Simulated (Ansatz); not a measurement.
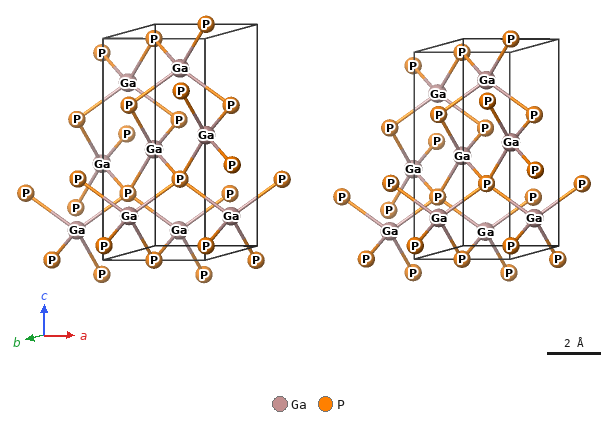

Two geometries of crystalline GaP (a generated structure, set up in P6_222) (coarse preliminary run), drawn at one scale. One is the start of a relaxation, the other its converged end. Style: ball-and-stick. Shown: the cell of the calculation, repeated 1 × 2 × 1 with one cell outlined, from a free direction.

Level of theory: Ansatz, DFT PBE, scalar-relativistic, plane waves, PAW. Settings: plane-wave cutoff 420 eV; k-point mesh 6 × 6 × 2; occupations gaussian; smearing width 0.1 eV; no spin polarisation; cell and atoms relaxed; force threshold 0.04 eV/Å; at most 70 steps.

### Which geometry has the lower energy?

The left one is the relaxed one. After 4 accepted moves (6 points after the start) the energy has fallen by 222 meV per atom. All forces vanish by symmetry, so only the cell relaxes. The pressure goes from 25.32 to 0.02 GPa. The SCF was repeated twice at an unchanged geometry on a basis and grid sized afresh for the cell, which shifted the energy by 2.5 meV per atom at most. The atoms keep their places relative to the cell (all moves are under 0.005 Å). The drawn cell changes as follows: a = b 3.656 → 3.898 Å (+6.6 %), c 8.007 → 8.575 Å (+7.1 %); the volume changes by +21.8 %. Some distances before and after: Ga–P 2.263 → 2.417 Å. The space group stays P6_222 (No. 180).
